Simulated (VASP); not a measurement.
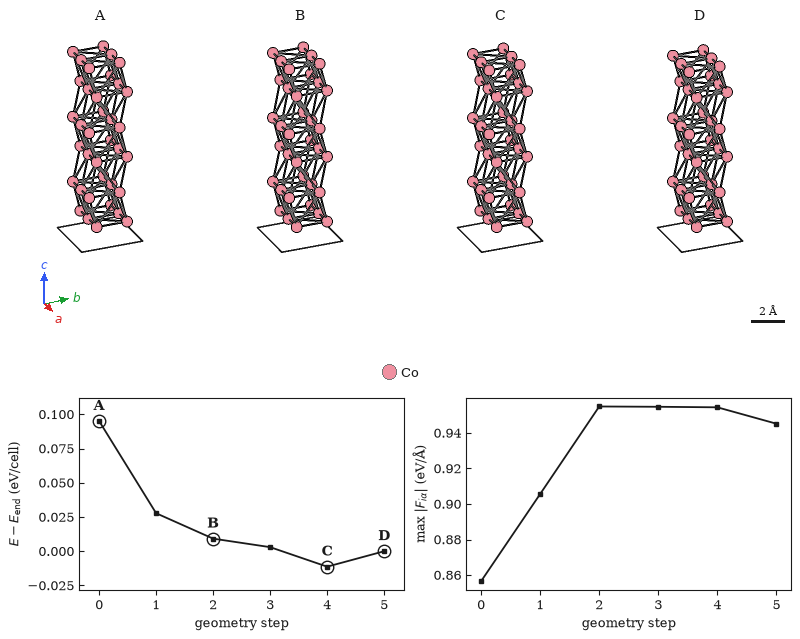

Frames of a relaxation of a slab of composition Co, marked on the history of the run. The picture is a ball-and-stick view of the 3 × 2 repeat of the cell, outlined in the plane, without the vacuum, seen slightly off an axis.

The run lets the atoms move in a fixed cell. 3 atoms are held fixed.

These are results of VASP 6.6.1, Kohn-Sham DFT of a periodic cell, PBE with D3(BJ), VASP PAW PBE potentials, recommended, not measurements.

Input
```
ALGO = Fast ; DIPOL = 0.5 0.5 0.500
EDIFF = 1E-6 ; EDIFFG = -0.01
ENCUT = 520 ; GGA = PE
IBRION = 2 ; IDIPOL = 3
ISIF = 2 ; ISMEAR = 0
ISPIN = 2 ; IVDW = 12
LASPH = True ; LCHARG = False
LDIPOL = True ; LMAXMIX = 4
LORBIT = 11 ; LREAL = False
LWAVE = False ; MAGMOM = 2 2 2 2 2 2
NELM = 150 ; NSW = 60
PREC = Accurate ; SIGMA = 0.05
```

Launched with:
```bash
cat potpaw_PBE.64/Co/POTCAR > POTCAR
mpirun -np 1 vasp_std > vasp.out
```

What happens along the run?

Answer. The run was cut off at its time limit before the relaxation converged, so the last structure is only a point on the way. The energy falls by 95.1 meV per cell of the calculation in 5 geometry steps. The largest force component goes from 0.86 to 0.95 eV/Å. The largest move is that of a Co atom, 0.24 Å along the normal (−c). The cell stays as it was. Some distances before and after: Co–Co 2.554 → 2.375 Å, Co–Co 2.554 → 2.479 Å, Co–Co 2.423 → 2.480 Å. It ran on 1 thread of Intel(R) Xeon(R) Platinum 8488C (Sapphire Rapids), on a shared host. From step 0 to 2: a Co atom moves most (0.08 Å), energy −85.9 meV per cell of the calculation. From step 2 to 4: a Co atom moves most (0.07 Å), energy −20.5 meV per cell of the calculation. From step 4 to 5: a Co atom moves most (0.10 Å), energy +11.3 meV per cell of the calculation.

```
step  E − E(0), meV/atom  largest force component, eV/Å
   0                0.00                         0.8565
   1              -11.22                         0.9056
   2              -14.31                         0.9549
   3              -15.35                         0.9547
   4              -17.72                         0.9544
   5              -15.84                         0.9452
```

Limits of the set-up: only the magnetic order of this start and cell was tried (total moment 9.9 μB per cell).
